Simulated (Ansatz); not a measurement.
Consider InPd.

```
In Pd
1.0
     3.21398    0.00000    0.00000
     0.00000    3.21398    0.00000
     0.00000    0.00000    3.21398
In Pd
1 1
Direct
  0.00000 0.00000 0.00000
  0.50000 0.50000 0.50000
```

Space group Pm-3m; a structure from a database of computed crystals, not necessarily the ambient phase; computed without spin polarisation.

These are results of DFT LDA, scalar-relativistic, plane waves, PAW (Ansatz 0.2.0), not measurements.

**What can the converged valence pseudo-density and electron localisation function tell about the bonding?**

In–Pd (2.78 Å): ρ is about 0.28 e/Å³ halfway; the ELF is about 0.25 at the midpoint (no localised pair shows between them).

**Does the calculation make it a metal, or give it a gap?**

It is gapless in this calculation (a metal or semimetal).

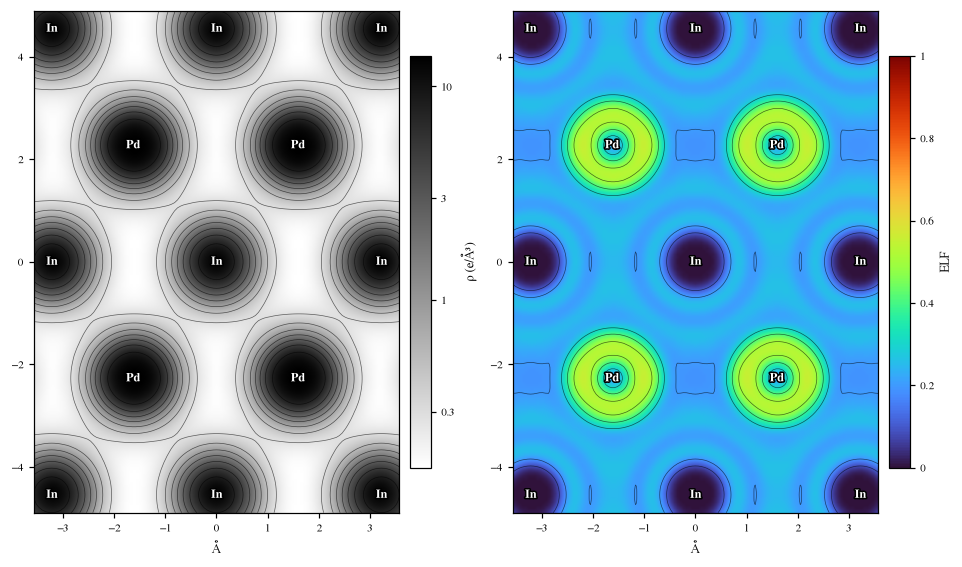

Computed valence pseudo-density and electron localisation function on the (011) plane of the conventional cell, in this order. 

In a PAW calculation such maps are meaningful between the atoms, not at the nuclei.
